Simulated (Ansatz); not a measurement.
## Geometry relaxation, with input and output: Si

System: Si (9 atoms in the cell).
Method: DFT PBE, scalar-relativistic, plane waves, PAW, no spin polarisation (Ansatz 0.2.0).

The structure was made by a generator, so it may or may not be a known phase.

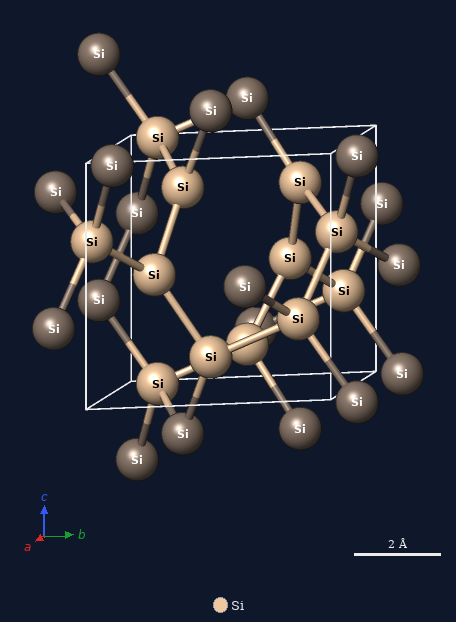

Fig. 1: The starting structure (ball-and-stick view of the cell of the calculation, seen slightly off an axis; neighbours outside the cell are drawn fainter). Near neighbours in the crystal (not all of them lie inside the picture): Si has 3 Si at 2.32 to 2.34 Å; Si has 4 Si at 2.32 to 2.38 Å.

## The input
```yaml
crystal:
  lattice:
    - [6.0913040472, 0.0, 0.0]
    - [-3.0456520236, 5.275224047, 0.0]
    - [0.0, 0.0, 5.7913452284]
  atoms:
    - { symbol: Si, position: [0.6909207797, 0.2225949982, 0.5028337105] }
    - { symbol: Si, position: [0.7774050018, 0.4683257816, 0.1695003771] }
    - { symbol: Si, position: [0.5316742184, 0.3090792203, 0.8361670438] }
    - { symbol: Si, position: [0.2225949982, 0.6909207797, 0.4971662895] }
    - { symbol: Si, position: [0.4683257816, 0.7774050018, 0.8304996229] }
    - { symbol: Si, position: [0.3090792203, 0.5316742184, 0.1638329562] }
    - { symbol: Si, position: [0.8679664838, 0.0, 0.6666666667] }
    - { symbol: Si, position: [0.0, 0.8679664838, 0.3333333333] }
    - { symbol: Si, position: [0.1320335162, 0.1320335162, 0.0] }
basis:
  ecutwfc: 420
kpoints:
  mp_grid: { grid: [6, 6, 8] }
hamiltonian:
  xc: pbe
scf:
  occupations: { method: gaussian, width: 0.1 }
output:
  forces: true
  stress: true
  eigenvalues: true
relax:
  adjacent_minimum: "off"
  f_tol: 0.01
  max_steps: 80
  cell: { stress_tol: 0.05 }
```

Command:
```bash
ansatz run input.yaml --threads 1 --pin off --max-ram 2560MiB --backend cpu --events-out ev --progress --plain --runs-dir out
```

## The program's output
```
Engine: ansatz 0.2.0, aarch64-unknown-linux-gnu
Pseudopotentials: kind: paw
Pseudopotential: Si, paw, valence charge 4, recommended cutoff 420 eV (normal), Si.paw.azcp
Functional definition: PBE
  parameter kappa = 0.804
  parameter beta = 0.06672455060314922
  exchange = pbe_x(kappa = kappa, mu = beta*pi^2/3)
  correlation = pbe_c(beta = beta)
Crystal: 9 atoms, lattice volume = 186.093 Å³
Basis set: ecut = 420 eV, 3613 PW (Γ), exchange–correlation on 90×90×80 points (8 copies of the dense FFT grid, shifted against one another)
Bands: 27, of which v1, the nominal top of the filled ones, is band 18 counted from 1 (17 counted from 0)
Symmetry: 6 space group operations
Space group: P3221 (ITA 154), of the structure as read, at distance tolerance 5.7e-5 Å
k-points: 44 of 288 (time reversal used)
Non-local potential: Si, projectors of the file, l = 0: 2, l = 1: 2, l = 2: 2
PAW form: soft (Blöchl's): semilocal exchange-correlation on the pseudo side does not see the compensation charge
PAW one-centre angular grid: Si, 110 points (default); XC on 64 Gauss nodes
Initial density: superposition of atomic densities (neutral atoms: chi_scale 0, normalization atom), corrected by the library's trained network
Initial wavefunctions: pseudopotential atomic-orbital guess
Functional: x = pbe(κ = 0.804, μ = 0.2195149727645171), c = pbe(β = 0.06672455060314922)
SCF iter   1: F=—  HF=-5717.845531 eV  |F-HF|=—  |Δ(HF+E_count)|=         —  Δρ=2.34e-3  dr2=2.00e-2  ethr=1.77e-3  ⟨swp⟩=7.1  Hψ=6864  notcnv=0  defer=2
preconditioner: auto → Kerker (q_TF=auto, 2.075 Å⁻¹)  [metal: Δε(μ)=0.018 eV  Ē_g=7.368 eV  σ=0.100 eV  W_gap=0.10  n_scr=26 (ndim 8)  ℏωp=16.3 eV  f_vac=0.000  D(μ)=3.82/eV (n_scr^D=20)]
SCF iter   2: F=—  HF=-5717.845133 eV  |F-HF|=—  |Δ(HF+E_count)|=   3.98e-4  Δρ=1.37e-3  dr2=6.57e-3  ethr=5.55e-5  ⟨swp⟩=1.0  Hψ=1574  notcnv=0  defer=3
SCF iter   3: F=—  HF=-5717.845011 eV  |F-HF|=—  |Δ(HF+E_count)|=   1.22e-4  Δρ=2.22e-4  dr2=1.09e-4  ethr=1.82e-5  ⟨swp⟩=2.6  Hψ=1816  notcnv=0  defer=3
SCF iter   4: F=—  HF=-5717.845096 eV  |F-HF|=—  |Δ(HF+E_count)|=   8.49e-5  Δρ=8.94e-5  dr2=2.46e-5  ethr=3.03e-7  ⟨swp⟩=2.6  Hψ=1828  notcnv=0  defer=3
SCF iter   5: F=—  HF=-5717.845119 eV  |F-HF|=—  |Δ(HF+E_count)|=   2.36e-5  Δρ=1.90e-5  dr2=1.19e-6  ethr=6.82e-8  ⟨swp⟩=2.2  Hψ=1850  notcnv=0  defer=3
SCF iter   6: F=-5717.845120 eV  HF=-5717.845120 eV  |F-HF|=1.72e-8  |Δ(HF+E_count)|=   7.03e-7  Δρ=4.04e-6  dr2=5.65e-8  ethr=2.78e-10  ⟨swp⟩=8.8  Hψ=6779  notcnv=0
SCF 1 converged in 6 iterations: F = -5717.845120 eV  dr2 = 5.65e-8
  greatest PAW one-centre occupation: 0.655 electrons in one spin orbital (limit 2), on the Si atom at site 4 (counted from 0), in its partial waves of l = 0
relax step   1: F+E_penalty+E_count = -5717.84512014 eV  Δ(F+E_penalty+E_count) = +0.000e0 eV  max|allowed force component| = 1.833e-1 eV/Å  Δτ_max = 0.0000 Å  P = -0.061 GPa  Ω = 186.093 Å³  (6 SCF iters, dr2 threshold 1.00e-7 eV, accepted)
Crystal: 9 atoms, lattice volume = 188.006 Å³
Basis set: ecut = 420 eV, 3661 PW (Γ), exchange–correlation on 90×90×80 points (8 copies of the dense FFT grid, shifted against one another)
Initial density: handed on by an earlier stage of this run
Initial wavefunctions: those handed on with the density
iter 1 solved again at ethr=1.51e-5 eV; its pass at ethr=3.10e-3 eV (dr2=5.45e-3 eV) is discarded
SCF iter   1: F=—  HF=-5717.864581 eV  |F-HF|=—  |Δ(HF+E_count)|=         —  Δρ=1.75e-3  dr2=5.89e-3  ethr=1.51e-5  ⟨swp⟩=2.4  Hψ=7172  notcnv=0
preconditioner: auto → Kerker (q_TF=auto, 2.071 Å⁻¹)  [metal: Δε(μ)=0.029 eV  Ē_g=7.359 eV  σ=0.100 eV  W_gap=0.16  n_scr=26 (ndim 8)  ℏωp=16.2 eV  f_vac=0.000  D(μ)=3.60/eV (n_scr^D=20)]
SCF iter   2: F=—  HF=-5717.863882 eV  |F-HF|=—  |Δ(HF+E_count)|=   6.99e-4  Δρ=1.02e-3  dr2=1.82e-3  ethr=1.51e-5  ⟨swp⟩=1.0  Hψ=1188  notcnv=0
SCF iter   3: F=—  HF=-5717.863623 eV  |F-HF|=—  |Δ(HF+E_count)|=   2.60e-4  Δρ=9.21e-5  dr2=1.52e-5  ethr=5.05e-6  ⟨swp⟩=2.0  Hψ=1750  notcnv=0
SCF iter   4: F=—  HF=-5717.863616 eV  |F-HF|=—  |Δ(HF+E_count)|=   6.31e-6  Δρ=2.35e-5  dr2=1.26e-6  ethr=2.50e-9  ⟨swp⟩=8.5  Hψ=6628  notcnv=0
SCF iter   5: F=-5717.863617 eV  HF=-5717.863617 eV  |F-HF|=2.49e-8  |Δ(HF+E_count)|=   8.33e-7  Δρ=4.96e-6  dr2=1.13e-7  ethr=2.50e-9  ⟨swp⟩=5.0  Hψ=4760  notcnv=0
SCF 2 converged in 5 iterations: F = -5717.863617 eV  dr2 = 1.13e-7
  greatest PAW one-centre occupation: 0.654 electrons in one spin orbital (limit 2), on the Si atom at site 5 (counted from 0), in its partial waves of l = 0
relax step   2: F+E_penalty+E_count = -5717.86361711 eV  Δ(F+E_penalty+E_count) = -1.850e-2 eV  max|allowed force component| = 8.083e-2 eV/Å  Δτ_max = 0.0235 Å  P = -0.126 GPa  Ω = 188.006 Å³  energy of the carried Pulay correction = -2.289e-4 eV  (5 SCF iters, dr2 threshold 9.00e-7 eV, accepted)
Crystal: 9 atoms, lattice volume = 188.732 Å³
Basis set: ecut = 420 eV, 3697 PW (Γ), exchange–correlation on 90×90×80 points (8 copies of the dense FFT grid, shifted against one another)
iter 1 solved again at ethr=2.98e-6 eV; its pass at ethr=3.10e-3 eV (dr2=1.07e-3 eV) is discarded
SCF iter   1: F=—  HF=-5717.866404 eV  |F-HF|=—  |Δ(HF+E_count)|=         —  Δρ=8.07e-4  dr2=1.24e-3  ethr=2.98e-6  ⟨swp⟩=3.0  Hψ=7103  notcnv=0
preconditioner: auto → Kerker (q_TF=auto, 2.070 Å⁻¹)  [metal: Δε(μ)=0.055 eV  Ē_g=7.362 eV  σ=0.100 eV  W_gap=0.30  n_scr=26 (ndim 8)  ℏωp=16.2 eV  f_vac=0.000  D(μ)=3.31/eV (n_scr^D=20)]
SCF iter   2: F=—  HF=-5717.866279 eV  |F-HF|=—  |Δ(HF+E_count)|=   1.25e-4  Δρ=4.75e-4  dr2=4.04e-4  ethr=2.98e-6  ⟨swp⟩=1.0  Hψ=1188  notcnv=0
SCF iter   3: F=—  HF=-5717.866209 eV  |F-HF|=—  |Δ(HF+E_count)|=   6.94e-5  Δρ=4.68e-5  dr2=4.86e-6  ethr=1.12e-6  ⟨swp⟩=2.0  Hψ=1822  notcnv=0
SCF iter   4: F=—  HF=-5717.866211 eV  |F-HF|=—  |Δ(HF+E_count)|=   1.72e-6  Δρ=1.39e-5  dr2=5.16e-7  ethr=1.13e-9  ⟨swp⟩=7.4  Hψ=5881  notcnv=0
SCF iter   5: F=-5717.866211 eV  HF=-5717.866211 eV  |F-HF|=1.11e-8  |Δ(HF+E_count)|=   3.35e-7  Δρ=3.13e-6  dr2=4.62e-8  ethr=1.13e-9  ⟨swp⟩=4.0  Hψ=3771  notcnv=0
SCF 3 converged in 5 iterations: F = -5717.866211 eV  dr2 = 4.62e-8
  greatest PAW one-centre occupation: 0.654 electrons in one spin orbital (limit 2), on the Si atom at site 0 (counted from 0), in its partial waves of l = 0
relax step   3: F+E_penalty+E_count = -5717.86621128 eV  Δ(F+E_penalty+E_count) = -2.594e-3 eV  max|allowed force component| = 7.794e-3 eV/Å  Δτ_max = 0.0089 Å  P = -0.001 GPa  Ω = 188.732 Å³  energy of the carried Pulay correction = -3.150e-4 eV  (5 SCF iters, dr2 threshold 4.08e-7 eV, accepted)
Initial wavefunctions: pseudopotential atomic-orbital guess (no wavefunctions were taken with the density)
iter 1 solved again at ethr=2.67e-7 eV; its pass at ethr=3.10e-3 eV (dr2=9.61e-5 eV) is discarded
SCF iter   1: F=—  HF=-5717.866654 eV  |F-HF|=—  |Δ(HF+E_count)|=         —  Δρ=1.45e-5  dr2=7.45e-8  ethr=2.67e-7  ⟨swp⟩=3.0  Hψ=10061  notcnv=0
eigensolver tolerance schedule: the retry pair's looser diagonalisation over-reported the residual by 1288.83 of it (diagonalisation noise at 0.12 of the residual, at the tolerance the schedule requests for it); recorded, not acted on — ethr = c·dr2/N_el stays at c = 1.0e-1
preconditioner: auto → Kerker (q_TF=auto, 2.070 Å⁻¹)  [metal: Δε(μ)=0.056 eV  Ē_g=7.361 eV  σ=0.100 eV  W_gap=0.30  n_scr=26 (ndim 8)  ℏωp=16.2 eV  f_vac=0.000  D(μ)=3.33/eV (n_scr^D=20)]
SCF iter   2: F=—  HF=-5717.866624 eV  |F-HF|=—  |Δ(HF+E_count)|=   3.00e-5  Δρ=7.89e-6  dr2=3.36e-8  ethr=2.07e-10  ⟨swp⟩=2.3  Hψ=2000  notcnv=0
SCF iter   3: F=—  HF=-5717.866625 eV  |F-HF|=—  |Δ(HF+E_count)|=   3.37e-7  Δρ=1.24e-6  dr2=2.63e-9  ethr=9.33e-11  ⟨swp⟩=2.0  Hψ=1986  notcnv=0
SCF iter   4: F=—  HF=-5717.866625 eV  |F-HF|=—  |Δ(HF+E_count)|=   7.11e-9  Δρ=3.13e-7  dr2=2.95e-10  ethr=7.29e-12  ⟨swp⟩=2.5  Hψ=1942  notcnv=0
SCF iter   5: F=-5717.866625 eV  HF=-5717.866625 eV  |F-HF|=4.55e-12  |Δ(HF+E_count)|=  3.73e-10  Δρ=6.47e-8  dr2=5.08e-12  ethr=1.00e-12  ⟨swp⟩=6.0  Hψ=4958  notcnv=0
SCF 4 converged in 5 iterations: F = -5717.866625 eV  dr2 = 5.08e-12
relax step   4: F+E_penalty+E_count = -5717.86662458 eV  Δ(F+E_penalty+E_count) = -4.133e-4 eV  max|allowed force component| = 7.781e-3 eV/Å  Δτ_max = 0.0000 Å  P = +0.003 GPa  Ω = 188.732 Å³  stress off target by 3.35e-2 GPa  SCF on the basis re-selected at this cell (its energy is not comparable with the rows above)  (5 SCF iters)
```

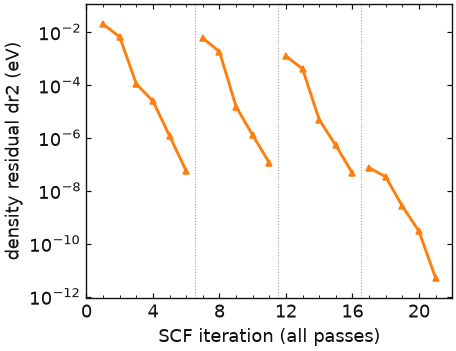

Fig. 2: Convergence of the self-consistent field: density residual dr2 against the SCF iteration. The dotted lines part the SCF passes of the relaxation: geometry steps, rejected trials and re-solves on a re-selected basis. The passes take 6, 5, 5 and 5 iterations.

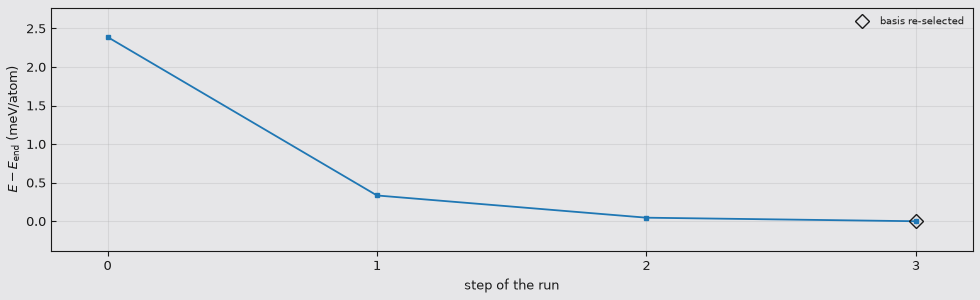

Fig. 3: Progress of the relaxation, step by step (the first geometry is step 0 here and step 1 in the log).

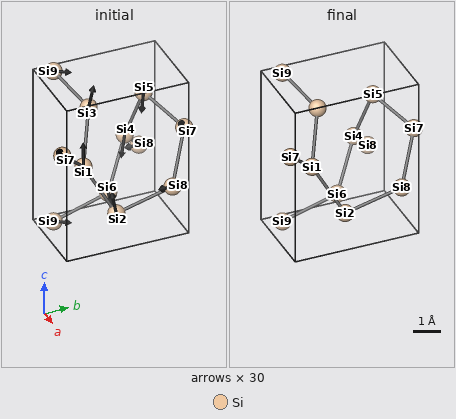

Fig. 4: Before (left) and after (right) the relaxation, at one scale (ball-and-stick view of the cell of the calculation, seen slightly off an axis). The black arrows give the displacements (without the part carried along by the change of the cell), magnified 30 times. Over 2 geometry steps the energy falls by 2.3 meV per atom. The largest force component goes from 0.18 to 0.0078 eV/Å. The pressure goes from −0.06 to 0.00 GPa. The largest moves relative to the cell, 0.030 Å, are those of Si1, Si2, Si3, Si4, Si5 and Si6. The volume changes by +1.4 %, with a = b 6.091 → 6.167 Å (+1.2 %), c 5.791 → 5.730 Å (−1.1 %). Among the contacts that change: Si7–Si8 2.381 → 2.400 Å, Si1–Si2 2.336 → 2.323 Å, Si1–Si7 2.316 → 2.312 Å. Among the angles that change: Si1–Si7–Si8 101.6° → 104.0°, Si8–Si7–Si9 119.1° → 116.8°. The space group stays P3_221 (No. 154). A last SCF at the same geometry on a re-selected plane-wave basis shifts the energy by next to nothing (0.0 meV per atom). (Atoms are counted from 1 in the order of the input.)

```
basis re-selected at this cell: Δ(F+E_penalty+E_count) = -4.133e-4 eV, ΔP = +0.004 GPa vs the last step (what re-selecting the basis moved, of the pressure what is left beyond the Pulay correction that the steps carried, after the strain that the cell walked since its last selection, with what the two solves' SCF thresholds leave and, on support functions, any second-order correction that the steps lacked; it is no measure of the basis error at this ecutwfc). This SCF's stress stands 3.35e-2 GPa from its target on what of the cell is left free (relax.cell.stress_tol is 5.00e-2 GPa) and its largest allowed force component is 7.78e-3 eV/Å (relax.f_tol is 1.00e-2 eV/Å): within both
SCF converged after 5 iterations
Free energy (F): -5717.866625 eV
Harris-Foulkes:  -5717.866625 eV  (|F-HF|=4.55e-12)
Internal energy: -5717.849952 eV  (E = F + TS)
E sigma→0 (E₀):  -5717.858288 eV
Entropy (-TS):   -0.016673 eV (-1.853 meV/atom)
Fermi energy:    5.956138 eV
--- Per-component energies (eV) ---
  E_band       = 28.951112
  E_kinetic    = 356.707827
  E_local      = -281.151690  (includes V_loc(G=0)·N_el)
  E_nonlocal   = 232.861355
  E_hartree    = 78.831989
  E_xc         = -493.802169
  E_vxc        = -416.662535  (∫ρ·V_xc dr)
  E_paw        = -4613.090530  (= ΣΔE_a)
  E_vpaw       = -20.467862  (= ΣTr[D̂ρ^β])
  E_aug_tail   = 0.000057  (compensation charges beyond the density's cutoff)
  E_ewald      = -998.206790
  E_smearing   = -0.016673  (= −TS)
  E_closure    = 0.000000  (closes the sum)
  Σ components = -5717.866625   (vs F -5717.866625, Δ=0.00e0)
--- Forces (eV/Å), atoms counted from 1 ---
  atom   1  Si     0.00486284     0.00617687     0.00123187
  atom   2  Si    -0.00778075     0.00112291     0.00123187
  atom   3  Si     0.00291790    -0.00729978     0.00123187
  atom   4  Si     0.00291790     0.00729978    -0.00123187
  atom   5  Si     0.00486284    -0.00617687    -0.00123187
  atom   6  Si    -0.00778075    -0.00112291    -0.00123187
  atom   7  Si     0.00225971     0.00000000     0.00000000
  atom   8  Si    -0.00112985     0.00195696     0.00000000
  atom   9  Si    -0.00112985    -0.00195696    -0.00000000
  max |Σ_I F_I| component: 1.46e-16 eV/Å
--- Stress (GPa, compression-positive) ---
       -0.011547      -0.000000      -0.000000
       -0.000000      -0.011547       0.000000
       -0.000000       0.000000       0.033469
  P = ⅓ Tr σ = 0.0035 GPa (0.035 kbar)
--- Band table (eV; the first three rows and the last of 44) ---
  k-point 0: bands = ["-6.2115", "-3.1911", "-3.1911", "-2.8274", "-2.5739", "-0.6435", "-0.6435", "0.9848", "0.9848", "1.7307", "1.7307", "2.6747", "2.6747", "3.3575", "3.7274", "4.2041", "4.2041", "4.5972", "5.9906", "5.9906", "7.0365", "8.9400", "8.9400", "9.2631", "9.8599", "9.8599", "10.6513"]
  k-point 1: bands = ["-6.1541", "-3.7444", "-2.7740", "-2.7122", "-2.5107", "-0.9534", "-0.3130", "0.3294", "1.3176", "1.4624", "2.2965", "2.4059", "2.9276", "3.1086", "3.5781", "3.7747", "4.7849", "4.9963", "5.6409", "6.7095", "7.3470", "8.8338", "9.0113", "9.3585", "9.5888", "9.6040", "10.5222"]
  k-point 2: bands = ["-5.9832", "-4.3141", "-2.6166", "-2.3538", "-2.3215", "-1.2898", "-0.3780", "0.0703", "1.1589", "1.7195", "2.1598", "2.3493", "2.7608", "3.1087", "3.4049", "3.9666", "5.3332", "5.7506", "5.8595", "7.6434", "8.0670", "8.3119", "8.9339", "9.2222", "9.3925", "9.5624", "9.9335"]
  k-point 43: bands = ["-4.5966", "-4.4880", "-4.4880", "-2.6766", "-2.6766", "-2.5517", "0.8885", "1.2751", "1.2751", "2.1918", "2.1918", "2.2784", "3.9737", "4.1253", "4.1253", "5.3295", "5.3295", "6.2711", "6.3184", "6.7431", "6.7431", "7.6002", "7.6002", "7.6453", "8.5606", "8.9534", "8.9534"]
--- Relaxed structure (3 steps of the walk, 3 accepted, 1 SCFs on fresh bases) ---
  F+E_penalty+E_count = -5717.86662458 eV   max|allowed force component| = 7.781e-3 eV/Å   (the final SCF, on the basis selected at the relaxed cell)
  cell:  # Å, volume = 188.7319 Å³
    - [6.167272436088706, -3.835664871730847e-33, 1.4206632884273717e-18]
    - [-3.083636218044353, 5.341014601712361, -3.5516582210684375e-19]
    - [1.3507044621123444e-18, 3.899147923980951e-19, 5.729653930575638]
  atoms:
    - { symbol: Si, position: [0.6898546679187942, 0.2228244275472923, 0.507996612057661] }
    - { symbol: Si, position: [0.7771755724527079, 0.4670302403715016, 0.1746632787243275] }
    - { symbol: Si, position: [0.5329697596284984, 0.31014533208120587, 0.8413299453909941] }
    - { symbol: Si, position: [0.22282442754729226, 0.689854667918794, 0.492003387942339] }
    - { symbol: Si, position: [0.46703024037150165, 0.7771755724527075, 0.8253367212756725] }
    - { symbol: Si, position: [0.3101453320812059, 0.5329697596284984, 0.1586700546090058] }
    - { symbol: Si, position: [0.8640098220963843, -1.986115255149337e-34, 0.6666666666666666] }
    - { symbol: Si, position: [-5.559632242531996e-17, 0.8640098220963842, 0.3333333333333333] }
    - { symbol: Si, position: [0.13599017790361573, 0.1359901779036157, 5.665390995196718e-19] }
```

## Trajectory as extended XYZ (Å, eV, eV/Å), 4 frames, from step=1 to step=4
```
9
Lattice="6.0913 0.0000 0.0000 -3.0457 5.2752 0.0000 0.0000 0.0000 5.7913" Properties=species:S:1:pos:R:3:forces:R:3 step=1 energy=-5717.84512 pressure_GPa=-0.06
Si    3.5307    1.1742    2.9121   -0.0715   0.0563   0.0458
Si    3.3091    2.4705    0.9816   -0.0130  -0.0900   0.0458
Si    2.2972    1.6305    4.8425    0.0845   0.0338   0.0458
Si   -0.7484    3.6448    2.8793    0.0845  -0.0338  -0.0458
Si    0.4850    4.1010    4.8097   -0.0715  -0.0563  -0.0458
Si    0.2634    2.8047    0.9488   -0.0130   0.0900  -0.0458
Si    5.2870    0.0000    3.8609   -0.1833   0.0000   0.0000
Si   -2.6435    4.5787    1.9304    0.0916  -0.1587   0.0000
Si    0.4021    0.6965    0.0000    0.0916   0.1587   0.0000
9
Lattice="6.1393 0.0000 0.0000 -3.0697 5.3168 0.0000 0.0000 0.0000 5.7597" Properties=species:S:1:pos:R:3:forces:R:3 step=2 energy=-5717.86362 pressure_GPa=-0.13
Si    3.5503    1.1841    2.9181   -0.0002   0.0112   0.0200
Si    3.3387    2.4826    0.9982   -0.0096  -0.0057   0.0200
Si    2.3200    1.6501    4.8380    0.0097  -0.0054   0.0200
Si   -0.7497    3.6667    2.8417    0.0097   0.0054  -0.0200
Si    0.4806    4.1327    4.7616   -0.0002  -0.0112  -0.0200
Si    0.2691    2.8342    0.9217   -0.0096   0.0057  -0.0200
Si    5.3134    0.0000    3.8398   -0.0808   0.0000   0.0000
Si   -2.6567    4.6015    1.9199    0.0404  -0.0700   0.0000
Si    0.4130    0.7153    0.0000    0.0404   0.0700   0.0000
9
Lattice="6.1673 0.0000 0.0000 -3.0836 5.3410 0.0000 0.0000 0.0000 5.7297" Properties=species:S:1:pos:R:3:forces:R:3 step=3 energy=-5717.86621 pressure_GPa=-0.00
Si    3.5674    1.1901    2.9106    0.0048   0.0062   0.0012
Si    3.3529    2.4944    1.0008   -0.0078   0.0011   0.0012
Si    2.3306    1.6565    4.8205    0.0030  -0.0073   0.0012
Si   -0.7530    3.6845    2.8190    0.0030   0.0073  -0.0012
Si    0.4838    4.1509    4.7289    0.0048  -0.0062  -0.0012
Si    0.2693    2.8466    0.9091   -0.0078  -0.0011  -0.0012
Si    5.3286    0.0000    3.8198    0.0023   0.0000   0.0000
Si   -2.6643    4.6147    1.9099   -0.0012   0.0020   0.0000
Si    0.4193    0.7263    0.0000   -0.0012  -0.0020   0.0000
9
Lattice="6.1673 0.0000 0.0000 -3.0836 5.3410 0.0000 0.0000 0.0000 5.7297" Properties=species:S:1:pos:R:3:forces:R:3 step=4 energy=-5717.86662 pressure_GPa=0.00
Si    3.5674    1.1901    2.9106    0.0049   0.0062   0.0012
Si    3.3529    2.4944    1.0008   -0.0078   0.0011   0.0012
Si    2.3306    1.6565    4.8205    0.0029  -0.0073   0.0012
Si   -0.7530    3.6845    2.8190    0.0029   0.0073  -0.0012
Si    0.4838    4.1509    4.7289    0.0049  -0.0062  -0.0012
Si    0.2693    2.8466    0.9091   -0.0078  -0.0011  -0.0012
Si    5.3286    0.0000    3.8198    0.0023   0.0000   0.0000
Si   -2.6643    4.6147    1.9099   -0.0011   0.0020   0.0000
Si    0.4193    0.7263    0.0000   -0.0011  -0.0020   0.0000
```

## Key numbers

| quantity | value |
| --- | --- |
| outcome | converged |
| space group (tolerance 0.01 Å) | P3₂21 (154) |
| electrons treated | 36 |
| free energy | −5717.8666 eV |
| Fermi energy | 5.956 eV |
| gap on the k-point mesh | none (metallic) |
| pressure | 0.00 GPa |
| final volume | 188.73 Å³ |
| largest force (length of the vector) at the end | 0.008 eV/Å |
| final cell | a = 6.167 Å, b = 6.167 Å, c = 5.730 Å, α = 90.00°, β = 90.00°, γ = 120.00° |
| hardware | 1 thread of Arm Neoverse V1, 24 GiB of memory available, shared host |
| wall time | 90 s |
| peak memory | 0.47 GiB |
